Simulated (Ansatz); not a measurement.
Ni (Im-3m, No. 229): coordinates from a relaxation with Ansatz, DFT, m-r2SCAN, plane waves (500 eV) with PAW, scalar-relativistic; the starting structure was generated, so it need not be a known form of this composition.

```
Ni
1.0
     2.75366    0.00000    0.00000
     0.00000    2.75366    0.00000
     0.00000    0.00000    2.75366
Ni
2
Cartesian
  0.0000 0.0000 0.0000
  1.3768 1.3768 1.3768
```

### What will a Z-contrast image along [210] show? Simulated incoherent Z contrast: every atom adds Z^1.7 spread by a probe of 0.68 Å full width; channelling and multiple scattering are left out. Shot noise and the speckle of an amorphous layer were added.

The columns repeat on a centred rectangular net of 1.23 × 2.75 Å (plane group c2mm). All columns are alike (Ni). The shortest distance between visible columns is 1.23 Å in projection. Along the beam the structure repeats every 6.16 Å.

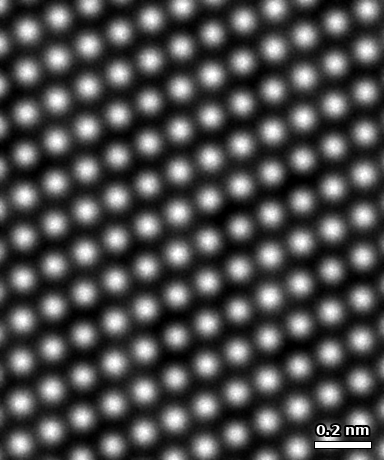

The simulated image.
